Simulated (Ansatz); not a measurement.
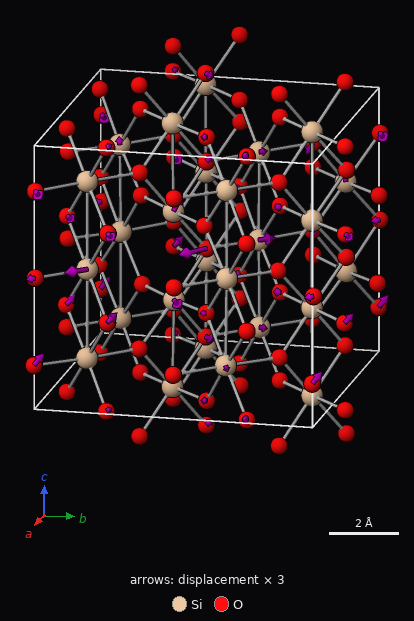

A relaxation of a defect cell of composition Si23O47. The starting structure is drawn; purple arrows show the displacements, 3 times their true length.

Style: ball-and-stick. Shown: the cell of the calculation (origin shifted), slightly off an axis.

Level of theory: Ansatz, DFT, PBEsol, PAW, plane waves. (plane-wave cutoff 420 eV; k-point mesh 1 × 1 × 1; mesh shifted by (0.25, 0.25, 0.25); no spin polarisation; atoms relaxed in a fixed cell; force threshold 0.03 eV/Å; at most 80 steps)

> What happened in the run?

After 9 geometry steps the energy has fallen by 5.807 eV per cell of the calculation. The largest force component goes from 3.6 to 0.022 eV/Å. The atom that moves furthest is an O atom (0.34 Å along [1 −1 0]). Largest moves by element: O 0.34 Å, Si 0.28 Å. The cell doesn't change. Some distances before and after: O–Si 1.792 → 2.332 Å, O–Si 1.817 → 1.634 Å, Si–Si 2.689 → 2.530 Å, O–Si 1.820 → 1.663 Å. Bonds break: O–Si (1.79 → 2.33 Å). Among the angles between lasting bonds that change: Si–O–Si 99.0° → 129.5°, O–Si–O 179.0° → 158.4°, O–Si–O 177.1° → 158.5°. The run took 10 s on 1 × NVIDIA GB300 Max-Q with 8 threads of Arm Neoverse-V2, peak memory 1.6 GiB.

Limits of the set-up: the periodic images lie only 8.0 Å apart, so the values are limited by the cell's size.
